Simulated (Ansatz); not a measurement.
## A series of single points on Ir

System: Ir (Pm-3m, 1 atom in the cell).
Method: DFT, LDA (PW92), plane waves (420 eV) with PAW, scalar-relativistic, no spin polarisation (Ansatz 0.2.0).

The 5 runs differ only in the geometry, by an even scaling of the cell at fixed fractional positions.

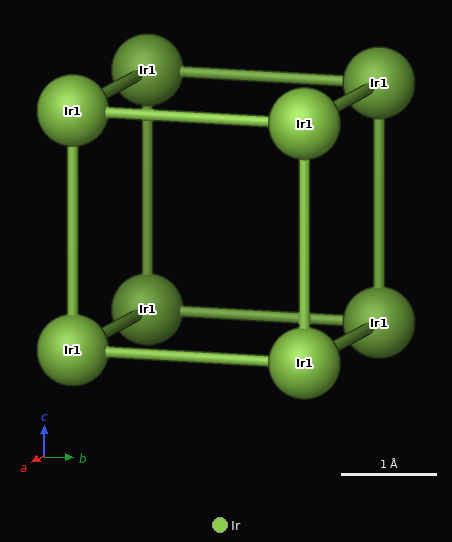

Figure 1. The structure of run 3 (ball-and-stick view of the cell of the calculation, seen slightly off an axis; atoms are numbered from 1 in the order of the input).

## Input of run 3
```yaml
crystal:
  lattice:
    - [2.5613111316, 0.0, 0.0]
    - [0.0, 2.5613111316, 0.0]
    - [0.0, 0.0, 2.5613111316]
  atoms:
    - { symbol: Ir, position: [0.0, 0.0, 0.0] }
hamiltonian:
  xc: lda
  pseudopotentials:
    kind: paw
    azcp:
      Ir: "pseudopotentials/Ir.paw.azcp"
basis:
  ecutwfc: 420
  fft_grid_basis: typed
kpoints:
  mp_grid: { grid: [14, 14, 14], shift: [0, 0, 0] }
magnetization:
  spin_polarized: false
scf:
  occupations: { method: fermi_dirac, width: 0.1 }
  lower_state_search: "off"
output:
  stress: true
```

Run 4 differs from it as follows:
```diff
-    - [2.5613111316, 0.0, 0.0]
-    - [0.0, 2.5613111316, 0.0]
-    - [0.0, 0.0, 2.5613111316]
+    - [2.5937362337, 0.0, 0.0]
+    - [0.0, 2.5937362337, 0.0]
+    - [0.0, 0.0, 2.5937362337]
```

## Results, with one run withheld

| run | volume per atom (Å³) | free energy per atom, from the lowest run given (meV) | pressure (GPa) |
| --- | --- | --- | --- |
| 1 | 14.218 | 262.18 | 49.76 |
| 2 | 16.157 | 0.00 | −0.54 |
| 3 | 16.803 | 23.63 | −10.77 |
| 4 | 17.449 | ? | ? |
| 5 | 18.096 | 173.03 | −25.09 |

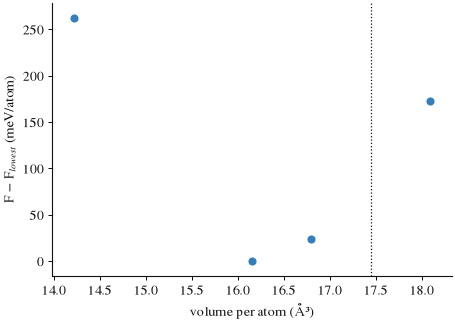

Figure 2. Free energy per atom of the runs given; the dotted line marks run 4.

Fit the runs given and predict run 4.

A quadratic polynomial in V^(−2/3) (the Birch–Murnaghan form), fitted to the 4 runs given, misses them by at most 1.24 meV per atom. With x = V^(−2/3) − 0.15609 Å⁻², it reads F = 1.1819 − 899 x + 1.3389e+06 x² (meV per atom). At run 4 it gives 82.07 meV per atom, and the run itself gives 83.96. The slope of the fit gives a pressure −dF/dV of −18.96 GPa there, and the run prints −18.81 GPa. The two needn't agree exactly: the fit is approximate, and the printed stress is taken on a finite basis. The fit has its minimum at 16.164 Å³ per atom, where V d²F/dV² gives 289 GPa: the bulk modulus at this level, since symmetry fixes the shape and the positions. So low a polynomial doesn't follow these energies more closely.

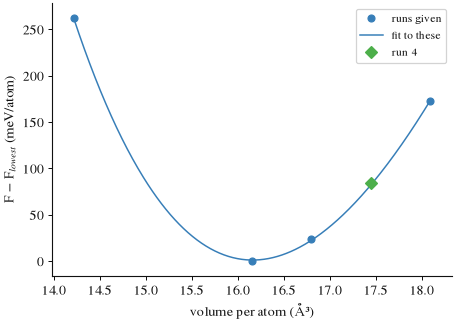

Figure 3. The fit and the withheld run.

## Output, shortened to warnings, some set-up lines, iterations and results (run 4)
```
Warning: [file] the record states the generating functional pbe (its physics header spells it `PBE`), which answers neither for hamiltonian.xc's functional nor for the lda family's — results may be inconsistent (PPs are generated against a specific XC)
Basis set: ecut = 420 eV, 341 PW (Γ)
Symmetry: 48 space group operations
k-points: 120 of 2744
Initial density: superposition of atomic densities (neutral atoms: chi_scale 0, normalization atom), corrected by the library's trained network
[...]
SCF iter   1: F=—  HF=-11662.243114 eV  |F-HF|=—  |Δ(HF+E_count)|=         —  Δρ=4.87e-3  dr2=1.85e-3  ethr=1.77e-3  ⟨swp⟩=4.9  Hψ=8193  notcnv=0
SCF iter   2: F=—  HF=-11662.243002 eV  |F-HF|=—  |Δ(HF+E_count)|=   1.12e-4  Δρ=2.46e-3  dr2=3.72e-4  ethr=1.09e-5  ⟨swp⟩=1.7  Hψ=2801  notcnv=0
SCF iter   3: F=—  HF=-11662.243028 eV  |F-HF|=—  |Δ(HF+E_count)|=   2.61e-5  Δρ=3.05e-4  dr2=1.02e-5  ethr=2.19e-6  ⟨swp⟩=2.1  Hψ=2036  notcnv=0
SCF iter   4: F=—  HF=-11662.243024 eV  |F-HF|=—  |Δ(HF+E_count)|=   3.57e-6  Δρ=5.57e-5  dr2=3.09e-7  ethr=6.01e-8  ⟨swp⟩=2.0  Hψ=2080  notcnv=0
SCF iter   5: F=-11662.243024 eV  HF=-11662.243024 eV  |F-HF|=3.53e-10  |Δ(HF+E_count)|=   4.53e-9  Δρ=4.44e-6  dr2=1.38e-9  ethr=1.81e-9  ⟨swp⟩=2.5  Hψ=2198  notcnv=0
SCF iter   6: F=-11662.243024 eV  HF=-11662.243024 eV  |F-HF|=1.27e-11  |Δ(HF+E_count)|=  4.82e-10  Δρ=1.02e-6  dr2=5.67e-11  ethr=8.15e-12  ⟨swp⟩=1.6  Hψ=4476  notcnv=0
SCF 1 converged in 6 iterations: F = -11662.243024 eV  dr2 = 5.67e-11
SCF converged after 6 iterations
Free energy (F): -11662.243024 eV
Harris-Foulkes:  -11662.243024 eV  (|F-HF|=1.27e-11)
Internal energy: -11662.193528 eV  (E = F + TS)
E sigma→0 (E₀):  -11662.218276 eV
Entropy (-TS):   -0.049496 eV (-49.496 meV/atom)
Fermi energy:    19.225131 eV
--- Per-component energies (eV) ---
  E_band       = -179.638007
  E_kinetic    = 620.557494
  E_local      = -1395.380539  (includes V_loc(G=0)·N_el)
  E_nonlocal   = 81.460541
  E_hartree    = 524.857244
  E_xc         = -264.396302
  E_vxc        = -297.244025  (∫ρ·V_xc dr)
  E_paw        = -8953.564993  (= ΣΔE_a)
  E_vpaw       = -238.745919  (= ΣTr[D̂ρ^β])
  E_aug_tail   = 0.000057  (compensation charges beyond the density's cutoff)
  E_ewald      = -2276.138633
  E_core_change = 0.411602  (= ΣΔE_core)
  E_smearing   = -0.049496  (= −TS)
  E_closure    = -0.000000  (closes the sum)
  Σ components = -11662.243024   (vs F -11662.243024, Δ=0.00e0)
--- Stress (GPa, compression-positive) ---
      -18.811494       0.000000      -0.000000
        0.000000     -18.811494       0.000000
        0.000000       0.000000     -18.811494
  P = ⅓ Tr σ = -18.8115 GPa (-188.115 kbar)
```

The program warns: the PAW datasets were made with another functional. Spin–orbit coupling is left out, which matters for Ir.
